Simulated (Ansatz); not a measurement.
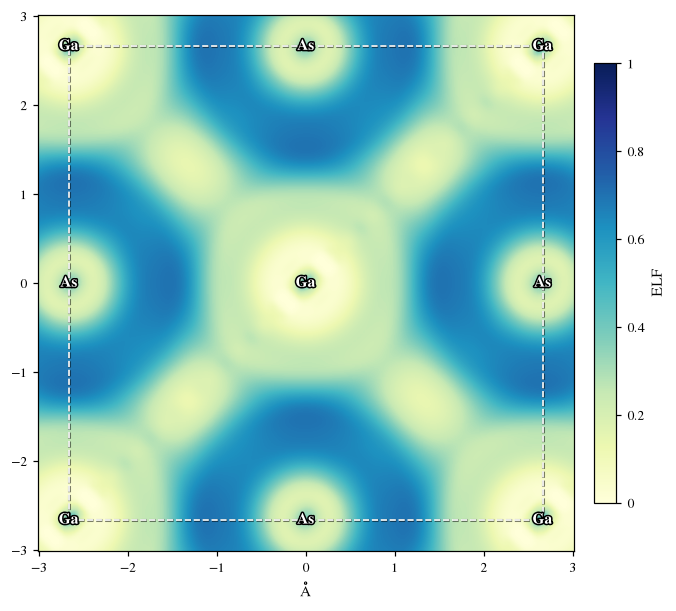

*GaAs. ELF on the (010) plane of the conventional cell.*

Space group Fm-3m; a generated structure, not necessarily the stable one; changed on purpose from its base cell (volume × 1.000 of the coarse rest volume).

These are results of DFT HSE06, scalar-relativistic, plane waves, PAW in Ansatz, not measurements.

In a PAW calculation such maps are meaningful between the atoms, not at the nuclei.

> Read the bonding off the picture.

The plane passes through Ga and As nuclei.
Ga–As (2.66 Å): the ELF peaks at about 0.70 between the atoms.
